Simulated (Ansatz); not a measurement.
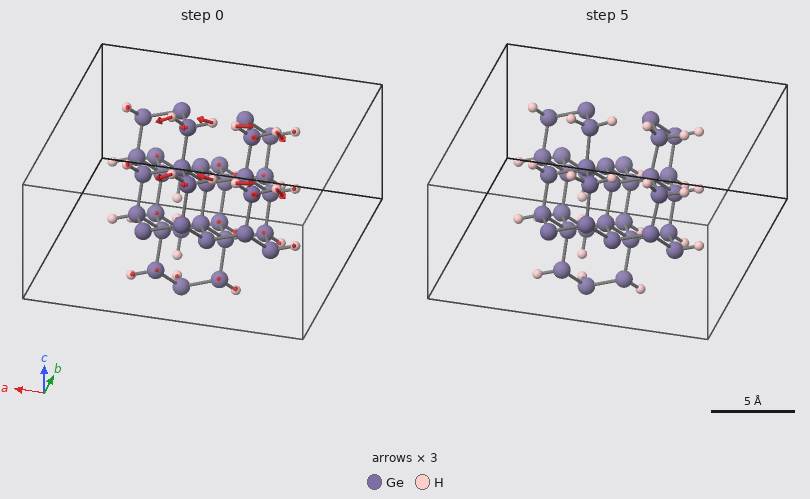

The structure of a wire of composition Ge15H12 before (left) and after (right) a relaxation, at one scale. The red arrows give the displacements, magnified 3 times.

A ball-and-stick model of the 2 repeat of the cell, with the vacuum cut short (origin shifted), seen from a free direction.

Method: DFT, PBEsol, PAW, plane waves (Ansatz). (plane-wave cutoff 420 eV; k-point mesh 1 × 1 × 8; no spin polarisation; atoms relaxed in a fixed cell; force threshold 0.03 eV/Å; at most 80 steps)

> Summarise the run.

The largest moves relative to the layer's centre, 0.40 Å, are those of H atoms. By element the largest moves are H 0.40 Å, Ge 0.18 Å. The cell stays as it was. Among the contacts that change: Ge–Ge 2.534 → 2.430 Å, Ge–H 1.601 → 1.536 Å, Ge–H 1.606 → 1.552 Å, Ge–Ge 2.486 → 2.433 Å. Bond angles that change, for instance: Ge–Ge–Ge 108.3° → 111.8°, Ge–Ge–H 111.5° → 108.0°, Ge–Ge–H 107.5° → 110.8°. The energy falls by 0.387 eV per cell of the calculation in 5 geometry steps. Largest force component: 0.74 eV/Å at the start, 0.01 eV/Å at the end.
